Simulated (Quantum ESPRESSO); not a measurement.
# SnTe: single-point calculation (part 2 of 2)

Continued. System: SnTe (Fm-3m, 2 atoms in the cell). Method: Kohn-Sham DFT of a periodic cell, r2SCAN, SG15 PBE 1.2, no spin polarisation (Quantum ESPRESSO 7.5); cutoff 952.4 eV, 5×5×5 k-mesh, fermi-dirac of 0.05 eV. The structure derives from an entry of the Crystallography Open Database. The volume is scaled by 1.02.

Geometry of the input (Å; fractional positions):
```
0.0000  3.1717  3.1717
3.1717  0.0000  3.1717
3.1717  3.1717  0.0000
Te 0.5000  0.5000  0.5000
Sn 0.0000  0.0000  0.0000
```

The program's output, continued
```
   -26.0946 -26.0944 -26.0869 -26.0863 -26.0863 -11.3265 -11.3171 -11.3158
   -11.3106 -11.3106  -2.4245   3.9922   7.5601   7.5601   9.2772  11.6454
    14.2333  14.2333  14.5045  17.9460  17.9460  18.6259

          k = 0.1414 0.4243-0.1414 (  4243 PWs)   bands (ev):

   -26.0946 -26.0942 -26.0868 -26.0859 -26.0858 -11.3317 -11.3195 -11.3148
   -11.3080 -11.3065  -1.8163   2.7868   7.2672   7.4112   8.1049  12.8663
    13.3368  13.6124  15.0294  19.7108  20.0709  20.6908

          k =-0.4243-0.1414 0.4243 (  4265 PWs)   bands (ev):

   -26.0945 -26.0942 -26.0863 -26.0860 -26.0858 -11.3299 -11.3241 -11.3115
   -11.3084 -11.3066  -1.4719   2.1060   6.5075   7.9719   8.8298  11.9224
    12.1250  14.2392  17.3974  18.1383  18.9791  21.7462

          k =-0.2828 0.0000 0.2828 (  4271 PWs)   bands (ev):

   -26.0944 -26.0944 -26.0865 -26.0862 -26.0861 -11.3249 -11.3237 -11.3128
   -11.3103 -11.3088  -2.0521   2.9559   6.8520   8.7378   9.9856  11.1604
    11.2493  14.4075  16.3191  17.0644  19.2919  19.8118

          k = 0.0000-0.0000 0.2828 (  4252 PWs)   bands (ev):

   -26.0946 -26.0944 -26.0869 -26.0863 -26.0863 -11.3265 -11.3171 -11.3158
   -11.3106 -11.3106  -2.4245   3.9922   7.5601   7.5601   9.2772  11.6454
    14.2333  14.2333  14.5045  17.9460  17.9460  18.6259

          k = 0.1414 0.1414 0.1414 (  4285 PWs)   bands (ev):

   -26.0945 -26.0945 -26.0866 -26.0865 -26.0865 -11.3214 -11.3214 -11.3139
   -11.3120 -11.3120  -2.5298   3.9025   8.2773   8.2773   9.1037  12.6162
    12.6162  12.6504  15.9843  16.7729  16.7729  20.2557

          k = 0.2828 0.2828 0.0000 (  4271 PWs)   bands (ev):

   -26.0944 -26.0944 -26.0865 -26.0862 -26.0861 -11.3249 -11.3237 -11.3128
   -11.3103 -11.3088  -2.0521   2.9559   6.8520   8.7378   9.9856  11.1604
    11.2493  14.4075  16.3191  17.0644  19.2919  19.8118

          k =-0.2828-0.2828 0.5657 (  4265 PWs)   bands (ev):

   -26.0945 -26.0942 -26.0863 -26.0860 -26.0858 -11.3299 -11.3241 -11.3115
   -11.3084 -11.3066  -1.4719   2.1060   6.5075   7.9719   8.8298  11.9224
    12.1250  14.2392  17.3974  18.1383  18.9791  21.7461

          k =-0.1414-0.1414 0.4243 (  4243 PWs)   bands (ev):

   -26.0946 -26.0942 -26.0868 -26.0859 -26.0858 -11.3317 -11.3195 -11.3148
   -11.3080 -11.3065  -1.8163   2.7868   7.2672   7.4112   8.1049  12.8663
    13.3368  13.6124  15.0294  19.7108  20.0709  20.6908

          k = 0.1414-0.1414 0.4243 (  4243 PWs)   bands (ev):

   -26.0946 -26.0942 -26.0868 -26.0859 -26.0858 -11.3317 -11.3195 -11.3148
   -11.3080 -11.3065  -1.8163   2.7868   7.2672   7.4112   8.1049  12.8663
    13.3368  13.6124  15.0294  19.7108  20.0709  20.6908

          k = 0.2828-0.0000 0.2828 (  4271 PWs)   bands (ev):

   -26.0944 -26.0944 -26.0865 -26.0862 -26.0861 -11.3249 -11.3237 -11.3128
   -11.3103 -11.3088  -2.0521   2.9559   6.8520   8.7378   9.9856  11.1604
    11.2493  14.4075  16.3191  17.0644  19.2919  19.8118

          k = 0.4243 0.1414 0.1414 (  4243 PWs)   bands (ev):

   -26.0946 -26.0942 -26.0868 -26.0859 -26.0858 -11.3317 -11.3195 -11.3148
   -11.3080 -11.3065  -1.8163   2.7868   7.2672   7.4112   8.1049  12.8663
    13.3368  13.6124  15.0294  19.7108  20.0709  20.6909

          k =-0.1414-0.4243 0.7071 (  4261 PWs)   bands (ev):

   -26.0948 -26.0941 -26.0865 -26.0859 -26.0854 -11.3346 -11.3204 -11.3131
   -11.3084 -11.3042  -1.3613   2.5929   5.9984   6.0804   9.1104  11.7208
    14.9259  14.9718  16.1413  17.9761  20.9914  21.0252

          k = 0.0000-0.2828 0.5657 (  4261 PWs)   bands (ev):

   -26.0948 -26.0941 -26.0865 -26.0859 -26.0854 -11.3346 -11.3204 -11.3131
   -11.3084 -11.3042  -1.3613   2.5929   5.9984   6.0804   9.1104  11.7208
    14.9259  14.9718  16.1413  17.9761  20.9914  21.0252

          k =-0.4243 0.4243-0.1414 (  4265 PWs)   bands (ev):

   -26.0945 -26.0942 -26.0863 -26.0860 -26.0858 -11.3299 -11.3241 -11.3115
   -11.3084 -11.3066  -1.4719   2.1060   6.5075   7.9719   8.8298  11.9224
    12.1250  14.2392  17.3974  18.1383  18.9791  21.7462

          k =-0.2828 0.5657-0.2828 (  4265 PWs)   bands (ev):

   -26.0945 -26.0942 -26.0863 -26.0860 -26.0858 -11.3299 -11.3241 -11.3115
   -11.3084 -11.3066  -1.4719   2.1060   6.5075   7.9719   8.8298  11.9224
    12.1250  14.2392  17.3974  18.1383  18.9791  21.7462

          k =-0.1414 0.7071-0.4243 (  4261 PWs)   bands (ev):

   -26.0948 -26.0941 -26.0865 -26.0859 -26.0854 -11.3346 -11.3204 -11.3131
   -11.3084 -11.3042  -1.3613   2.5929   5.9984   6.0804   9.1104  11.7208
    14.9259  14.9718  16.1413  17.9761  20.9914  21.0252

          k =-0.7071 0.1414 0.1414 (  4246 PWs)   bands (ev):

   -26.0949 -26.0940 -26.0869 -26.0855 -26.0854 -11.3388 -11.3173 -11.3158
   -11.3049 -11.3040  -1.2770   2.8788   5.1103   6.9691   7.3633  13.9425
    14.0978  14.8342  16.4134  19.6825  20.3879  22.2709

          k =-0.5657 0.2828-0.0000 (  4261 PWs)   bands (ev):

   -26.0948 -26.0941 -26.0865 -26.0859 -26.0854 -11.3346 -11.3204 -11.3131
   -11.3084 -11.3042  -1.3613   2.5929   5.9984   6.0804   9.1104  11.7208
    14.9259  14.9718  16.1413  17.9761  20.9914  21.0252

          k =-0.2828 0.2828 0.0000 (  4271 PWs)   bands (ev):

   -26.0944 -26.0944 -26.0865 -26.0862 -26.0861 -11.3249 -11.3237 -11.3128
   -11.3103 -11.3088  -2.0521   2.9559   6.8520   8.7378   9.9856  11.1604
    11.2493  14.4075  16.3191  17.0644  19.2919  19.8118

          k =-0.1414 0.4243-0.1414 (  4243 PWs)   bands (ev):

   -26.0946 -26.0942 -26.0868 -26.0859 -26.0858 -11.3317 -11.3195 -11.3148
   -11.3080 -11.3065  -1.8163   2.7868   7.2672   7.4112   8.1049  12.8663
    13.3368  13.6124  15.0294  19.7108  20.0709  20.6908

          k = 0.0000 0.5657-0.2828 (  4261 PWs)   bands (ev):

   -26.0948 -26.0941 -26.0865 -26.0859 -26.0854 -11.3346 -11.3204 -11.3131
   -11.3084 -11.3042  -1.3613   2.5929   5.9984   6.0804   9.1104  11.7208
    14.9259  14.9718  16.1413  17.9761  20.9914  21.0252

          k =-0.5657-0.0000 0.2828 (  4261 PWs)   bands (ev):

   -26.0948 -26.0941 -26.0865 -26.0859 -26.0854 -11.3346 -11.3204 -11.3131
   -11.3084 -11.3042  -1.3613   2.5929   5.9984   6.0804   9.1104  11.7208
    14.9259  14.9718  16.1413  17.9761  20.9914  21.0252

          k =-0.4243 0.1414 0.1414 (  4243 PWs)   bands (ev):

   -26.0946 -26.0942 -26.0868 -26.0859 -26.0858 -11.3317 -11.3195 -11.3148
   -11.3080 -11.3065  -1.8163   2.7868   7.2672   7.4112   8.1049  12.8663
    13.3368  13.6124  15.0294  19.7108  20.0709  20.6908

          k =-0.2828 0.2828 0.2828 (  4248 PWs)   bands (ev):

   -26.0943 -26.0943 -26.0864 -26.0860 -26.0860 -11.3259 -11.3259 -11.3131
   -11.3077 -11.3077  -1.7901   2.1069   8.5220   8.5220  10.0540  11.1163
    11.1821  11.1821  17.7468  18.9831  18.9831  20.9686

          k =-0.1414 0.4243 0.1414 (  4243 PWs)   bands (ev):

   -26.0946 -26.0942 -26.0868 -26.0859 -26.0858 -11.3317 -11.3195 -11.3148
   -11.3080 -11.3065  -1.8163   2.7868   7.2672   7.4112   8.1049  12.8663
    13.3368  13.6124  15.0294  19.7108  20.0709  20.6908

          k =-0.0000 0.5657 0.0000 (  4248 PWs)   bands (ev):

   -26.0950 -26.0940 -26.0872 -26.0854 -26.0854 -11.3402 -11.3180 -11.3143
   -11.3041 -11.3041  -1.5101   3.3790   5.6834   6.7579   6.7579  13.4253
    15.2249  15.2249  15.7539  19.9485  20.7201  22.0886

          k =-0.5657 0.0000 0.5657 (  4246 PWs)   bands (ev):

   -26.0949 -26.0940 -26.0869 -26.0855 -26.0854 -11.3388 -11.3173 -11.3158
   -11.3049 -11.3040  -1.2770   2.8788   5.1103   6.9691   7.3633  13.9425
    14.0978  14.8342  16.4134  19.6825  20.3879  22.2709

          k =-0.4243 0.1414 0.4243 (  4265 PWs)   bands (ev):

   -26.0945 -26.0942 -26.0863 -26.0860 -26.0858 -11.3299 -11.3241 -11.3115
   -11.3084 -11.3066  -1.4719   2.1060   6.5075   7.9719   8.8298  11.9224
    12.1250  14.2392  17.3974  18.1383  18.9791  21.7462

          k =-0.1414 0.1414 0.4243 (  4243 PWs)   bands (ev):

   -26.0946 -26.0942 -26.0868 -26.0859 -26.0858 -11.3317 -11.3195 -11.3148
   -11.3080 -11.3065  -1.8163   2.7868   7.2672   7.4112   8.1049  12.8663
    13.3368  13.6124  15.0294  19.7108  20.0710  20.6913

          k = 0.0000 0.2828 0.2828 (  4271 PWs)   bands (ev):

   -26.0944 -26.0944 -26.0865 -26.0862 -26.0861 -11.3249 -11.3237 -11.3128
   -11.3103 -11.3088  -2.0521   2.9559   6.8520   8.7378   9.9856  11.1604
    11.2493  14.4075  16.3191  17.0644  19.2919  19.8118

          k = 0.1414 0.4243 0.1414 (  4243 PWs)   bands (ev):

   -26.0946 -26.0942 -26.0868 -26.0859 -26.0858 -11.3317 -11.3195 -11.3148
   -11.3080 -11.3065  -1.8163   2.7868   7.2672   7.4112   8.1049  12.8663
    13.3368  13.6124  15.0294  19.7108  20.0709  20.6908

          k =-0.4243-0.1414 0.7071 (  4261 PWs)   bands (ev):

   -26.0948 -26.0941 -26.0865 -26.0859 -26.0854 -11.3346 -11.3204 -11.3131
   -11.3084 -11.3042  -1.3613   2.5929   5.9984   6.0804   9.1104  11.7208
    14.9259  14.9718  16.1413  17.9761  20.9914  21.0252

          k =-0.2828 0.0000 0.5657 (  4261 PWs)   bands (ev):

   -26.0948 -26.0941 -26.0865 -26.0859 -26.0854 -11.3346 -11.3204 -11.3131
   -11.3084 -11.3042  -1.3613   2.5929   5.9984   6.0804   9.1104  11.7208
    14.9259  14.9718  16.1413  17.9761  20.9914  21.0252

          k = 0.0000-0.0000 0.5657 (  4248 PWs)   bands (ev):

   -26.0950 -26.0940 -26.0872 -26.0854 -26.0854 -11.3402 -11.3180 -11.3143
   -11.3041 -11.3041  -1.5101   3.3790   5.6834   6.7579   6.7579  13.4253
    15.2249  15.2249  15.7539  19.9485  20.7201  22.0886

          k = 0.1414 0.1414 0.4243 (  4243 PWs)   bands (ev):

   -26.0946 -26.0942 -26.0868 -26.0859 -26.0858 -11.3317 -11.3195 -11.3148
   -11.3080 -11.3065  -1.8163   2.7868   7.2672   7.4112   8.1049  12.8663
    13.3368  13.6124  15.0294  19.7108  20.0709  20.6908

          k = 0.2828 0.2828 0.2828 (  4248 PWs)   bands (ev):

   -26.0943 -26.0943 -26.0864 -26.0860 -26.0860 -11.3259 -11.3259 -11.3131
   -11.3077 -11.3077  -1.7901   2.1069   8.5220   8.5220  10.0540  11.1163
    11.1821  11.1821  17.7468  18.9831  18.9831  20.9686

          k =-0.2828-0.2828 0.8485 (  4265 PWs)   bands (ev):

   -26.0945 -26.0942 -26.0863 -26.0860 -26.0858 -11.3299 -11.3241 -11.3115
   -11.3084 -11.3066  -1.4719   2.1060   6.5075   7.9719   8.8298  11.9224
    12.1250  14.2392  17.3974  18.1383  18.9791  21.7461

          k =-0.1414-0.1414 0.7071 (  4246 PWs)   bands (ev):

   -26.0949 -26.0940 -26.0869 -26.0855 -26.0854 -11.3388 -11.3173 -11.3158
   -11.3049 -11.3040  -1.2770   2.8788   5.1103   6.9691   7.3633  13.9425
    14.0978  14.8342  16.4134  19.6825  20.3879  22.2710

          k =-0.5657 0.5657-0.0000 (  4246 PWs)   bands (ev):

   -26.0949 -26.0940 -26.0869 -26.0855 -26.0854 -11.3388 -11.3173 -11.3158
   -11.3049 -11.3040  -1.2770   2.8788   5.1103   6.9691   7.3633  13.9425
    14.0978  14.8342  16.4134  19.6825  20.3879  22.2709

          k =-0.4243 0.7071-0.1414 (  4261 PWs)   bands (ev):

   -26.0948 -26.0941 -26.0865 -26.0859 -26.0854 -11.3346 -11.3204 -11.3131
   -11.3084 -11.3042  -1.3613   2.5929   5.9984   6.0804   9.1104  11.7208
    14.9259  14.9718  16.1413  17.9761  20.9914  21.0252

          k =-0.2828 0.8485-0.2828 (  4265 PWs)   bands (ev):

   -26.0945 -26.0942 -26.0863 -26.0860 -26.0858 -11.3299 -11.3241 -11.3115
   -11.3084 -11.3066  -1.4719   2.1060   6.5075   7.9719   8.8298  11.9224
    12.1250  14.2392  17.3974  18.1383  18.9791  21.7461

          k =-0.8485 0.2828 0.2828 (  4265 PWs)   bands (ev):

   -26.0945 -26.0942 -26.0863 -26.0860 -26.0858 -11.3299 -11.3241 -11.3115
   -11.3084 -11.3066  -1.4719   2.1060   6.5075   7.9719   8.8298  11.9224
    12.1250  14.2392  17.3974  18.1383  18.9791  21.7461

          k =-0.7071 0.4243 0.1414 (  4261 PWs)   bands (ev):

   -26.0948 -26.0941 -26.0865 -26.0859 -26.0854 -11.3346 -11.3204 -11.3131
   -11.3084 -11.3042  -1.3613   2.5929   5.9984   6.0804   9.1104  11.7208
    14.9259  14.9718  16.1413  17.9761  20.9914  21.0252

          k =-0.4243 0.4243 0.1414 (  4265 PWs)   bands (ev):

   -26.0945 -26.0942 -26.0863 -26.0860 -26.0858 -11.3299 -11.3241 -11.3115
   -11.3084 -11.3066  -1.4719   2.1060   6.5075   7.9719   8.8298  11.9224
    12.1250  14.2392  17.3974  18.1383  18.9791  21.7461

          k =-0.2828 0.5657 0.0000 (  4261 PWs)   bands (ev):

   -26.0948 -26.0941 -26.0865 -26.0859 -26.0854 -11.3346 -11.3204 -11.3131
   -11.3084 -11.3042  -1.3613   2.5929   5.9984   6.0804   9.1104  11.7208
    14.9259  14.9718  16.1413  17.9761  20.9914  21.0252

          k =-0.1414 0.7071-0.1414 (  4246 PWs)   bands (ev):

   -26.0949 -26.0940 -26.0869 -26.0855 -26.0854 -11.3388 -11.3173 -11.3158
   -11.3049 -11.3040  -1.2770   2.8788   5.1103   6.9691   7.3633  13.9425
    14.0978  14.8342  16.4134  19.6825  20.3879  22.2710

          k =-0.7071 0.1414 0.4243 (  4261 PWs)   bands (ev):

   -26.0948 -26.0941 -26.0865 -26.0859 -26.0854 -11.3346 -11.3204 -11.3131
   -11.3084 -11.3042  -1.3613   2.5929   5.9984   6.0804   9.1104  11.7208
    14.9259  14.9718  16.1413  17.9761  20.9914  21.0252

          k =-0.5657 0.2828 0.2828 (  4265 PWs)   bands (ev):

   -26.0945 -26.0942 -26.0863 -26.0860 -26.0858 -11.3299 -11.3241 -11.3115
   -11.3084 -11.3066  -1.4719   2.1060   6.5075   7.9719   8.8298  11.9224
    12.1250  14.2392  17.3974  18.1383  18.9791  21.7461

     the Fermi energy is    10.5728 ev

!    total energy              =    -293.90238495 Ry
     estimated scf accuracy    <          9.2E-09 Ry
     smearing contrib. (-TS)   =      -0.00000049 Ry
     internal energy E=F+TS    =    -293.90238446 Ry

     The total energy is F=E-TS. E is the sum of the following terms:
     one-electron contribution =    -117.00756426 Ry
     hartree contribution      =      68.39394778 Ry
     xc contribution           =     -31.68382384 Ry
     ewald contribution        =    -213.60494414 Ry

     convergence has been achieved in   9 iterations

     Forces acting on atoms (cartesian axes, Ry/au):

     atom    1 type  1   force =     0.00000899    0.00000473    0.00000059
     atom    2 type  2   force =    -0.00000899   -0.00000473   -0.00000059

     Total force =     0.000014     Total SCF correction =     0.000036
     SCF correction compared to forces is large: reduce conv_thr to get better values

     Computing stress (Cartesian axis) and pressure

          total   stress  (Ry/bohr**3)                   (kbar)     P=       -1.44
  -0.00000982  -0.00000000  -0.00000000           -1.44       -0.00       -0.00
  -0.00000000  -0.00000982   0.00000000           -0.00       -1.44        0.00
  -0.00000000   0.00000000  -0.00000982           -0.00        0.00       -1.44

=------------------------------------------------------------------------------=
   JOB DONE.
=------------------------------------------------------------------------------=
```

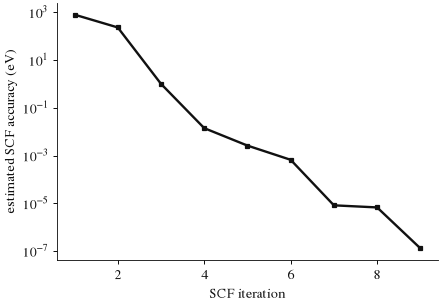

*Convergence of the self-consistent field: estimated SCF accuracy against the iteration.*

The field takes 9 iterations in all.

Results in brief

```json
{"quantity": "outcome", "value": "converged"}
{"quantity": "space group (tolerance 0.01 Å)", "value": "Fm-3m (225)"}
{"quantity": "electrons treated", "value": "30"}
{"quantity": "free energy", "value": "−3998.7457 eV"}
{"quantity": "Fermi energy", "value": "10.573 eV"}
{"quantity": "gap on the k-point mesh", "value": "1.06 eV"}
{"quantity": "pressure", "value": "−0.14 GPa"}
{"quantity": "largest force (length of the vector)", "value": "under 0.001 eV/Å"}
{"quantity": "wall time", "value": "2.3 min (CPU time 4.6 min)"}
{"quantity": "peak memory", "value": "0.28 GiB"}
```

Remarks

Further notes kept with the run: potentials made for another functional. Notes on the run: SCF correction compared to forces is large. Points of doubt noted for this run: potentials made for another functional.
